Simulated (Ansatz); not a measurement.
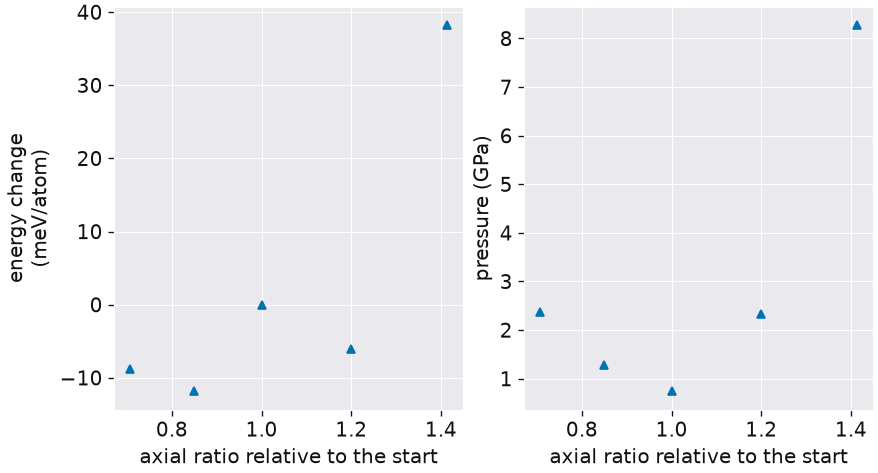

The plot gives the computed energy change and pressure against relative axial ratio for Si, space group Fm-3m (No. 225).

Structure:
```
CELL_PARAMETERS angstrom
0.00000 1.91083 1.91083
1.91083 0.00000 1.91083
1.91083 1.91083 0.00000
ATOMIC_POSITIONS crystal
Si 0.00000 0.00000 0.00000
```

Computed with Ansatz 0.2.0: deformation of a crystal at fixed volume, lengths along the axis scaled against those across it, fractional coordinates fixed, by plane-wave density functional theory with PAW datasets, free energies less that of the undisturbed cell, pressure positive in compression; scalar-relativistic. Level: PBEsol, no spin polarisation.

- wave cutoff: 420 eV
- k mesh: 24×24×24
- occupations: Gaussian
- smearing width: 0.15 eV
- k shift: (0, 0, 0) (mesh steps)
- start: as given
- path: tetragonal
- axis direction: (0, 0, 1) (Cartesian unit vector)

### Where is the energy change lowest, and are there other minima?

The lowest computed point is at relative axial ratio 0.850 (−11.85 meV/atom); there is a further local minimum at 1.200 (−6.03 meV/atom); the curve passes over a maximum at 1.000 (0.00 meV/atom).

### Read off the course of the pressure.

It goes from 2.373 GPa at relative axial ratio 0.707 to 8.277 GPa at 1.414, not monotonically, with a low of 0.739 GPa at 1.000.

Note: reference crystal is not relaxed.
